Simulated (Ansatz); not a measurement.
System: MgSi, space group P4/mmm (No. 123).

The given structure:
```
CELL_PARAMETERS angstrom
2.90839 0.00000 0.00000
0.00000 2.90839 0.00000
0.00000 0.00000 4.10343
ATOMIC_POSITIONS crystal
Mg 0.00000 0.00000 0.00000
Si 0.50000 0.50000 0.50000
```

Calculation (Ansatz 0.2.0): deformation of a crystal at fixed volume, lengths along the axis scaled against those across it, fractional coordinates fixed, by plane-wave density functional theory with PAW datasets, free energies less that of the undisturbed cell, pressure positive in compression; scalar-relativistic. Level: r2SCAN, no spin polarisation.

```
       setting                              value
   wave cutoff                             500 eV
        k mesh                           18×18×14
   occupations                           Gaussian
smearing width                            0.15 eV
       k shift             (0, 0, 0) (mesh steps)
         start                           as given
          path                         tetragonal
axis direction  (0, 0, 1) (Cartesian unit vector)
```

What does the calculation give for the energy change and pressure against relative axial ratio? The relative axial ratio takes the values 0.80, 0.85, 0.92, 0.96, 1.00, 1.05, 1.10, 1.20, 1.30.

The energy change is 57 meV/atom at relative axial ratio 0.80 and 191 meV/atom at 1.30; the lowest computed point is at relative axial ratio 0.96 (−7 meV/atom), in a single well. The pressure goes from 1.636 GPa at relative axial ratio 0.80 to −0.325 GPa at 1.30, not monotonically, with a low of −1.762 GPa at 1.10, and changes sign near 0.91.

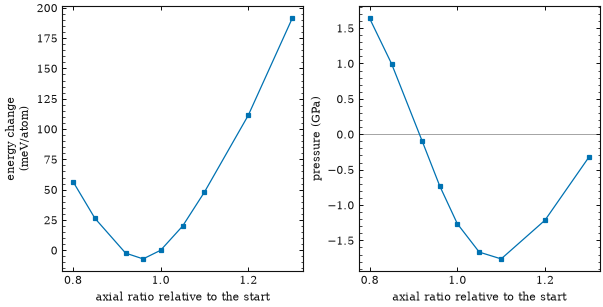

Keep in mind: reference crystal is not relaxed; shape and atomic fractions are frozen while scaling, which makes layered, chain and framework solids too stiff.
